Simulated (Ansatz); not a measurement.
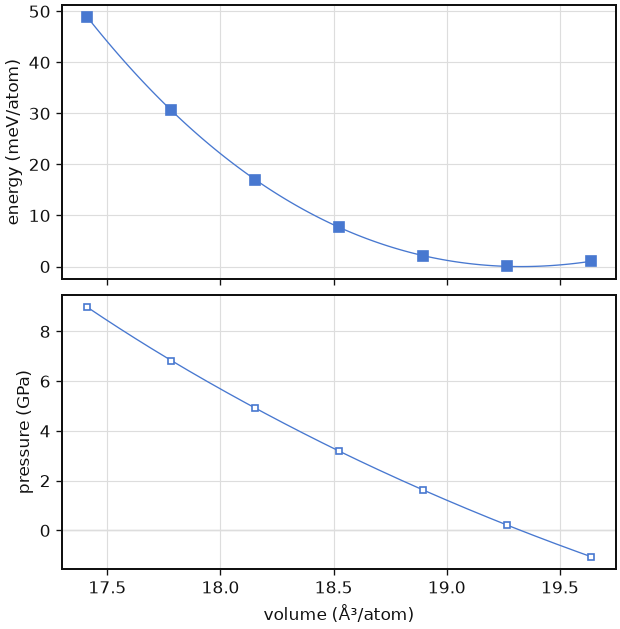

The picture above shows the energy and pressure against volume for Ge, space group I4_1/amd (No. 141).

The given structure:
```yaml
crystal:
  lattice:
    - [-2.57449, 2.57449, 1.39741]
    - [2.57449, -2.57449, 1.39741]
    - [2.57449, 2.57449, -1.39741]
  atoms:
    - { symbol: Ge, position: [0.50000, 0.50000, 0.00000] }
    - { symbol: Ge, position: [0.25000, 0.75000, 0.50000] }
```

How it was computed, with Ansatz 0.2.0: plane-wave DFT, no spin polarisation; energies at scaled volumes of the given cell, shape and fractions fixed, counted from the fit's minimum, third-order Birch-Murnaghan fit. Level: PBE.

- k mesh: 11×11×11
- occupations: Fermi–Dirac
- smearing width: 0.05 eV
- potentials: Ansatz PAW
- wave cutoff: 420 eV
- density cutoff: 1680 eV

**How stiff is the solid, and where is its volume at rest?**

A third-order Birch–Murnaghan fit gives V0 = 19.33 Å³/atom, B0 = 68.6 GPa and B′ = 4.3.

**What does the pressure do across the range?**

It falls from 8.97 GPa at volume 17.41 Å³/atom to −1.05 GPa at 19.64 Å³/atom, and changes sign near 19.33 Å³/atom.

Caveats: shape and atomic fractions are frozen while scaling, which makes layered, chain and framework solids too stiff.
